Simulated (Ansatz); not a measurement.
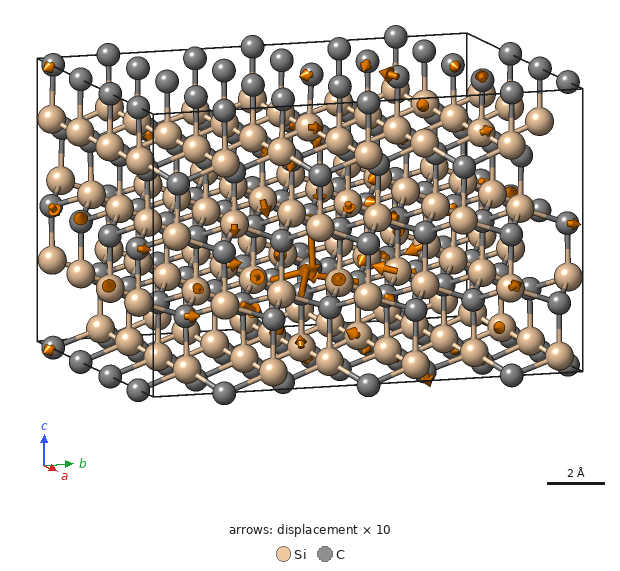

A relaxation of a defect cell of composition Si$_{95}$C$_{97}$. The starting structure is drawn; orange arrows show the displacements, 10 times their true length.

A ball-and-stick model of the cell of the calculation (origin shifted), seen slightly off an axis.

The calculation used Ansatz 0.2.0, DFT, PBEsol, PAW, plane waves. (plane-wave cutoff 420 eV; k-point mesh 1 × 1 × 1; mesh shifted by (0.25, 0.25, 0.25); no spin polarisation; atoms relaxed in a fixed cell; force threshold 0.03 eV/Å; at most 80 steps)

> Which element moves most?

Carbon: up to 0.23 Å, against 0.10 Å for silicon.

> What happened in the run?

Over 5 geometry steps the energy falls by 4.359 eV per cell of the calculation. The largest force component goes from 2.7 to 0.0029 eV/Å. The atom that moves furthest is a C atom (0.23 Å along −c). Largest moves by element: C 0.23 Å, Si 0.10 Å. The cell stays as it was. Near-neighbour distances that change, for instance: C–C 1.905 → 1.663 Å, C–C 1.873 → 1.657 Å, C–Si 1.789 → 1.886 Å, C–Si 1.981 → 1.895 Å. Among the angles between lasting bonds that change: Si–C–Si 113.7° → 106.3°, C–Si–C 108.1° → 114.7°, Si–C–Si 109.9° → 103.9°.
